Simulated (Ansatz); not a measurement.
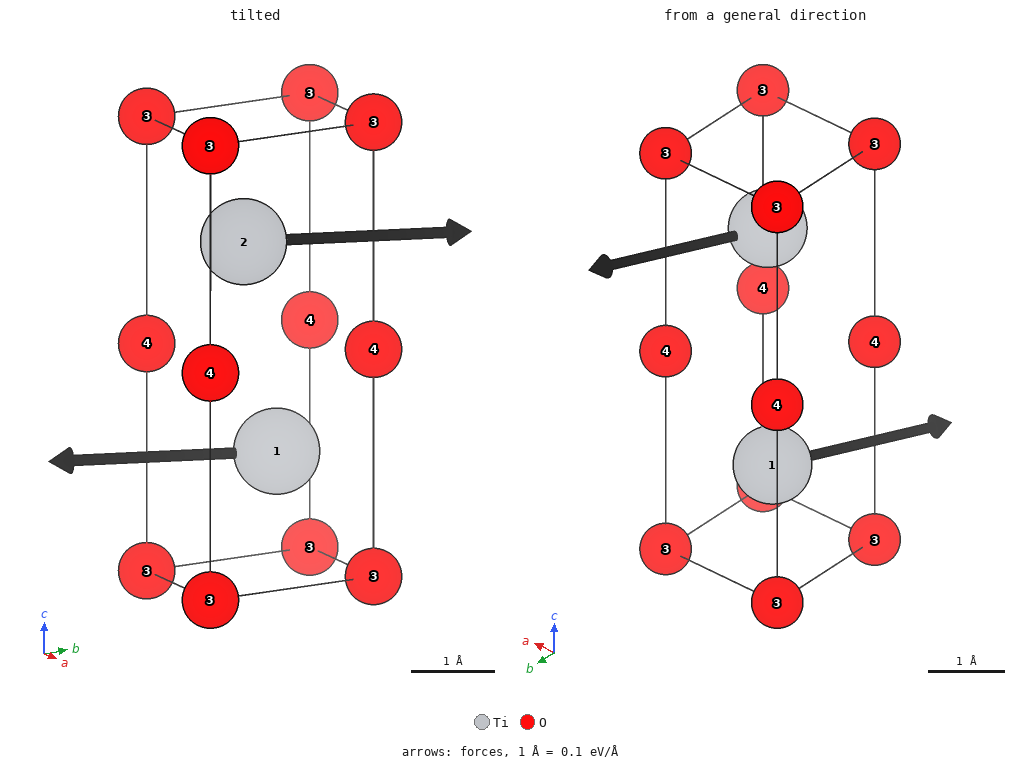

Spheres-only representation of a periodic structure, projected slightly off an axis and from a general direction. The edges of the simulation cell are marked. The arrows are the computed forces on the atoms.

System: TiO. The calculation used DFT r2SCAN+U, scalar-relativistic, plane waves, PAW (Ansatz), with a 500 eV plane-wave basis, Brillouin-zone sampling on a 12×12×6 mesh, Gaussian smearing of 0.03 eV, U_eff = 4.00 eV on Ti d, no spin polarisation.

Question: Is the structure at rest?

Answer: No. The atoms still feel forces of up to about 0.24 eV/Å, far above a usual threshold of 0.01 to 0.03 eV/Å.

Question: Identify the atom with the maximum force.

Answer: Ti1 and Ti2, about 0.24 eV/Å.

The structure was taken from a structure listed in the Materials Project. The cell was then strained or its atoms displaced on purpose. Ansatz was used for an electronic-structure calculation on it.
